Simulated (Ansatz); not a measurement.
## Two runs on Si31O

System: Si31O (defect cell, 32 atoms in the cell, total charge +1).
Method of run A: DFT PBE, scalar-relativistic, plane waves, PAW, spin-polarised (Ansatz 0.2.0).

The structure derives from an entry of the Crystallography Open Database. Text and figures count atoms from 1; the logs count them from 0 in places.

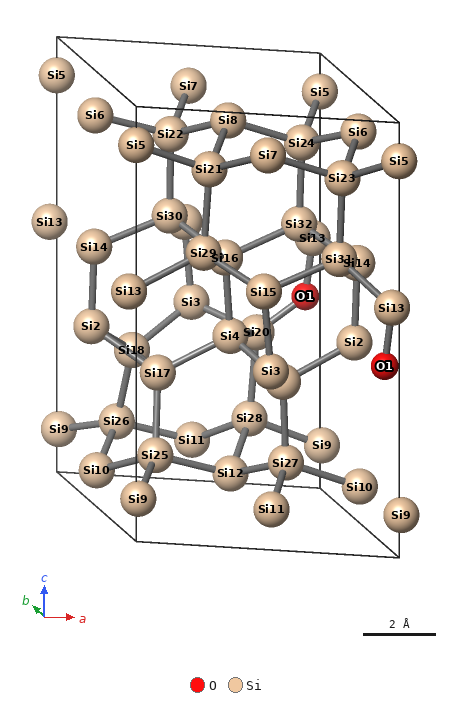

Figure 1. The input geometry (ball-and-stick view of the cell of the calculation, seen slightly off an axis; atoms are numbered from 1 in the order of the input). An atom can appear more than once, as a periodic image.

The input, run A:
```yaml
crystal:
  lattice:
    - [7.5896, 0.0, 0.0]
    - [-3.7948, 6.572786, 0.0]
    - [0.0, 0.0, 12.7099]
  atoms:
    - { symbol: O, position: [-0.065718979, -0.0328784719, 0.4436380671], spin: 0.2 }
    - { symbol: Si, position: [-0.0234950381, 0.4882447636, 0.4160543186] }
    - { symbol: Si, position: [0.5118768224, 0.0009248654, 0.410124274] }
    - { symbol: Si, position: [0.5118582575, 0.510910932, 0.4101303646] }
    - { symbol: Si, position: [-0.0005909491, -0.0002709963, 0.9117405557] }
    - { symbol: Si, position: [-0.0057803778, 0.4971133711, 0.8998860206] }
    - { symbol: Si, position: [0.5005831922, -0.0005812741, 0.9065010896] }
    - { symbol: Si, position: [0.5005842233, 0.5011708054, 0.9064848471] }
    - { symbol: Si, position: [0.0089126301, 0.0044641463, 0.09812136] }
    - { symbol: Si, position: [0.000722148, 0.5003770292, 0.0838262058] }
    - { symbol: Si, position: [0.5136060166, -0.0010948955, 0.0933460234] }
    - { symbol: Si, position: [0.5136058209, 0.514708235, 0.093343496] }
    - { symbol: Si, position: [-0.0325890188, -0.0163282085, 0.5763380398], spin: 0.2 }
    - { symbol: Si, position: [-0.0108270192, 0.4945614181, 0.5983242012] }
    - { symbol: Si, position: [0.4846028628, -0.0017827282, 0.5931537408] }
    - { symbol: Si, position: [0.4845665773, 0.486366813, 0.5931568272] }
    - { symbol: Si, position: [0.2163188989, 0.4459879983, 0.3249829282], spin: 0.2 }
    - { symbol: Si, position: [0.2162328853, 0.7704396814, 0.3250061963], spin: 0.2 }
    - { symbol: Si, position: [0.6564310236, 0.328205956, 0.3393082137] }
    - { symbol: Si, position: [0.7162378619, 0.8580890117, 0.3703676115], spin: 0.2 }
    - { symbol: Si, position: [0.3273697505, 0.163675387, 0.841875943] }
    - { symbol: Si, position: [0.3317350722, 0.6658803526, 0.8424460931] }
    - { symbol: Si, position: [0.8320151825, 0.1605027865, 0.840677276] }
    - { symbol: Si, position: [0.8320421732, 0.6715505977, 0.8406828203] }
    - { symbol: Si, position: [0.176401911, 0.3453974236, 0.1499735461] }
    - { symbol: Si, position: [0.1764164913, 0.8310298543, 0.1499722003] }
    - { symbol: Si, position: [0.6697357029, 0.3348681893, 0.1530546816] }
    - { symbol: Si, position: [0.6847957913, 0.8424105503, 0.1738925939] }
    - { symbol: Si, position: [0.3015210739, 0.1507484689, 0.6511578735] }
    - { symbol: Si, position: [0.3272147074, 0.6636191027, 0.6553286422] }
    - { symbol: Si, position: [0.8190991618, 0.1570215303, 0.6550094516] }
    - { symbol: Si, position: [0.819077308, 0.6620085347, 0.6549989059] }
magnetization:
  spin_polarized: true
total_charge: 1
basis:
  ecutwfc: 420
  fft_grid_basis: typed
kpoints:
  mp_grid: { grid: [3, 3, 1] }
hamiltonian:
  xc: pbe
  pseudopotentials: { kind: paw }
scf:
  occupations: { method: gaussian, width: 0.05 }
output:
  forces: true
  stress: false
  eigenvalues: true
  bader: true
  write_density: true
  volumetric_format: npy
  populations: true
```

Command:
```bash
ansatz run input.yaml --threads 4 --pin off --max-ram 10240MiB --backend cpu --events-out ev --progress --plain --runs-dir out
```

Hardware: 4 threads of Arm Neoverse V2, 24 GiB of memory available, shared host.

Output, shortened to warnings, some set-up lines, iterations and results (run A):
```
WARN: the starting moments were not kept: the SCF closed with an absolute magnetisation of 1.1e-4 μB, where they sum to 1 μB in size (5 sites). That is at most 0.1 of that sum. Measured as dr2_m measures the in/out step, that magnetisation stands 1.4e-10 eV from none, at or under the dr2_threshold of 1.0e-7 eV: it is no larger than a step whose dr2_m would equal this threshold. The system may …
Basis set: ecut = 420 eV, 12427 PW (Γ), exchange–correlation on 108×108×180 points (8 copies of the dense FFT grid, shifted against one another)
Symmetry: 1 space group operations
k-points: 5 of 9 (time reversal used)
Initial density: superposition of atomic densities (chi_scale 0.1, normalization cell, long waves kept (reshape's long-wave potential 0.96 eV rms))
[...]
SCF iter   1: F=—  HF=-20293.003350 eV  |F-HF|=—  |Δ(HF+E_count)|=         —  Δρ=4.09e-2 (↑4.09e-2 ↓4.05e-2)  dr2=1.23e2  dr2_m=2.49e-2  M=0.377 μB ∫|m|=0.467 μB  β_m=0.30  …
SCF iter   2: F=—  HF=-20287.230119 eV  |F-HF|=—  |Δ(HF+E_count)|=    5.77e0  Δρ=2.31e-2 (↑2.18e-2 ↓2.31e-2)  dr2=2.64e1  dr2_m=3.08e-2  M=0.283 μB ∫|m|=0.321 μB  β_m=0.30  …
SCF iter   3: F=—  HF=-20284.983862 eV  |F-HF|=—  |Δ(HF+E_count)|=    2.25e0  Δρ=1.43e-2 (↑1.43e-2 ↓1.42e-2)  dr2=1.70e1  dr2_m=1.46e-2  M=0.223 μB ∫|m|=0.258 μB  β_m=0.30  …
SCF iter   4: F=—  HF=-20282.559808 eV  |F-HF|=—  |Δ(HF+E_count)|=    2.42e0  Δρ=9.95e-3 (↑9.95e-3 ↓8.34e-3)  dr2=4.90e0  dr2_m=8.14e-3  M=0.199 μB ∫|m|=0.224 μB  β_m=0.30  …
SCF iter   5: F=—  HF=-20282.096316 eV  |F-HF|=—  |Δ(HF+E_count)|=   4.63e-1  Δρ=5.05e-3 (↑5.05e-3 ↓4.12e-3)  dr2=1.61e0  dr2_m=6.38e-3  M=0.180 μB ∫|m|=0.202 μB  β_m=0.30  …
[... 8 lines ...]
SCF iter  14: F=—  HF=-20281.950876 eV  |F-HF|=—  |Δ(HF+E_count)|=   7.70e-5  Δρ=9.03e-6 (↑9.03e-6 ↓6.63e-6)  dr2=3.69e-6  dr2_m=1.69e-7  M=-0.002 μB ∫|m|=0.002 μB  β_m=0.96  …
SCF iter  15: F=—  HF=-20281.950878 eV  |F-HF|=—  |Δ(HF+E_count)|=   1.74e-6  Δρ=2.85e-6 (↑2.85e-6 ↓2.02e-6)  dr2=3.65e-7  dr2_m=9.94e-9  M=-0.001 μB ∫|m|=0.001 μB  β_m=0.98  …
SCF iter  16: F=—  HF=-20281.950878 eV  |F-HF|=—  |Δ(HF+E_count)|=   1.84e-7  Δρ=6.49e-7 (↑5.50e-7 ↓6.49e-7)  dr2=1.07e-8  dr2_m=1.17e-9  M=-0.000 μB ∫|m|=0.000 μB  β_m=0.99  …
SCF iter  17: F=-20281.950878 eV  HF=-20281.950878 eV  |F-HF|=3.35e-10  |Δ(HF+E_count)|=   6.69e-9  Δρ=2.03e-7 (↑1.75e-7 ↓2.03e-7)  dr2=1.25e-9  dr2_m=1.11e-10  M=-0.000 μB …
SCF 1 converged in 17 iterations: F = -20281.950878 eV  dr2 = 1.25e-9
WARN: the starting moments were not kept: the SCF closed with an absolute magnetisation of 1.1e-4 μB, where they sum to 1 μB in size (5 sites). That is at most 0.1 of that sum. Measured as dr2_m measures the in/out step, that magnetisation stands 1.4e-10 eV from none, at or under the dr2_threshold …
SCF converged after 17 iterations
Magnetization: -0.0001 μB (64.5000 up, 64.5000 down)
Absolute magnetization: 0.0001 μB (∫|ρ↑−ρ↓|, with the PAW one-centre terms)
Spin contamination: 0.0000 ħ² per cell (⟨S²⟩ above its minimum at these occupations)
[...]
```

For run B the input was changed thus:
```diff
-total_charge: 1
```

What does this change do to the results?

The total energies belong to different systems, so their difference says nothing on which is more stable or more accurate. A gap of 0.59 eV opens on the mesh, where run A has none. The largest force goes from 0.310 to 0.015 eV/Å. A charged cell is computed with a uniform neutralising background, so its energy and pressure depend on the cell and aren't those of a real crystal. The SCF takes 15 iterations against 17.

Output, shortened to warnings, some set-up lines, iterations and results (run B):
```
WARN: the starting moments were not kept: the SCF closed with an absolute magnetisation of 1.2e-5 μB, where they sum to 1 μB in size (5 sites). That is at most 0.1 of that sum. Measured as dr2_m measures the in/out step, that magnetisation stands 2.5e-12 eV from none, at or under the dr2_threshold of 1.0e-7 eV: it is no larger than a step whose dr2_m would equal this threshold. The system may …
Basis set: ecut = 420 eV, 12427 PW (Γ), exchange–correlation on 108×108×180 points (8 copies of the dense FFT grid, shifted against one another)
Symmetry: 1 space group operations
k-points: 5 of 9 (time reversal used)
Initial density: superposition of atomic densities (chi_scale 0.1, normalization cell, long waves kept (reshape's long-wave potential 0.96 eV rms))
[...]
SCF iter   1: F=—  HF=-20288.194985 eV  |F-HF|=—  |Δ(HF+E_count)|=         —  Δρ=4.65e-2 (↑4.43e-2 ↓4.65e-2)  dr2=1.62e2  dr2_m=6.44e-2  M=0.663 μB ∫|m|=0.701 μB  β_m=0.30  …
SCF iter   2: F=—  HF=-20281.445734 eV  |F-HF|=—  |Δ(HF+E_count)|=    6.75e0  Δρ=2.52e-2 (↑2.29e-2 ↓2.52e-2)  dr2=2.47e1  dr2_m=5.18e-2  M=0.000 μB ∫|m|=0.175 μB  β_m=0.30  …
SCF iter   3: F=—  HF=-20278.165884 eV  |F-HF|=—  |Δ(HF+E_count)|=    3.28e0  Δρ=1.47e-2 (↑1.42e-2 ↓1.47e-2)  dr2=9.67e0  dr2_m=2.68e-2  M=0.000 μB ∫|m|=0.139 μB  β_m=0.30  …
SCF iter   4: F=—  HF=-20276.378302 eV  |F-HF|=—  |Δ(HF+E_count)|=    1.79e0  Δρ=8.29e-3 (↑8.29e-3 ↓6.43e-3)  dr2=2.07e0  dr2_m=1.44e-2  M=0.000 μB ∫|m|=0.110 μB  β_m=0.30  …
SCF iter   5: F=—  HF=-20275.993878 eV  |F-HF|=—  |Δ(HF+E_count)|=   3.84e-1  Δρ=2.71e-3 (↑2.71e-3 ↓2.26e-3)  dr2=2.45e-1  dr2_m=8.29e-3  M=0.000 μB ∫|m|=0.083 μB  β_m=0.30  …
[... 6 lines ...]
SCF iter  12: F=—  HF=-20275.992920 eV  |F-HF|=—  |Δ(HF+E_count)|=   1.08e-4  Δρ=1.27e-5 (↑7.83e-6 ↓1.27e-5)  dr2=4.23e-6  dr2_m=1.09e-7  M=0.000 μB ∫|m|=0.000 μB  β_m=0.86  …
SCF iter  13: F=—  HF=-20275.992922 eV  |F-HF|=—  |Δ(HF+E_count)|=   2.02e-6  Δρ=2.64e-6 (↑2.64e-6 ↓1.83e-6)  dr2=1.60e-7  dr2_m=1.27e-8  M=0.000 μB ∫|m|=0.000 μB  β_m=0.93  …
SCF iter  14: F=—  HF=-20275.992922 eV  |F-HF|=—  |Δ(HF+E_count)|=   1.66e-7  Δρ=6.92e-7 (↑6.79e-7 ↓6.92e-7)  dr2=3.43e-8  dr2_m=7.60e-10  M=0.000 μB ∫|m|=0.000 μB  β_m=0.96  …
SCF iter  15: F=-20275.992922 eV  HF=-20275.992922 eV  |F-HF|=2.44e-9  |Δ(HF+E_count)|=   2.01e-8  Δρ=2.33e-7 (↑2.33e-7 ↓2.32e-7)  dr2=6.29e-9  dr2_m=1.16e-11  M=0.000 μB …
SCF 1 converged in 15 iterations: F = -20275.992922 eV  dr2 = 6.29e-9
WARN: the starting moments were not kept: the SCF closed with an absolute magnetisation of 1.2e-5 μB, where they sum to 1 μB in size (5 sites). That is at most 0.1 of that sum. Measured as dr2_m measures the in/out step, that magnetisation stands 2.5e-12 eV from none, at or under the dr2_threshold …
SCF converged after 15 iterations
Magnetization: 0.0000 μB (65.0000 up, 65.0000 down)
Absolute magnetization: 0.0000 μB (∫|ρ↑−ρ↓|, with the PAW one-centre terms)
Spin contamination: 0.0000 ħ² per cell (⟨S²⟩ above its minimum at these occupations)
[...]
```

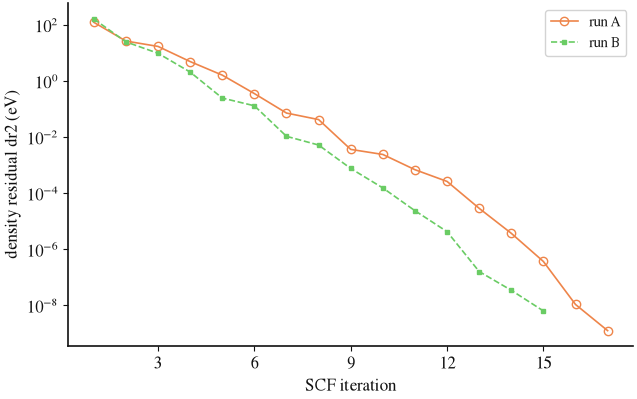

Figure 2. Convergence of the two runs: density residual dr2 against the SCF iteration. Run A takes 17 iterations in all, and run B takes 15.

The two runs side by side:

| quantity | run A | run B |
| --- | --- | --- |
| outcome | converged | converged |
| free energy per atom (eV) | −633.8110 | −633.6248 |
| energy per atom, smearing taken to zero (eV) | −633.8107 | −633.6248 |
| gap on the mesh (eV) | 0.00 | 0.59 |
| net moment of the cell (μB) | 0.00 | 0.00 |
| absolute moment of the cell (μB) | 0.00 | 0.00 |
| largest force (eV/Å) | 0.310 | 0.015 |
| SCF iterations | 17 | 15 |
| irreducible k-points | 5 | 5 |
| plane waves at Γ | 12427 | 12427 |
| wall time (shared host) | 2.5 min | 2.5 min |

For both runs: Warnings: some starting moments were not kept. For run A: The cell is charged and computed with a neutralising background, so its energy and pressure depend on the cell and aren't those of a real crystal. The k-point mesh is coarse for a cell of this size, so the results may not be converged.
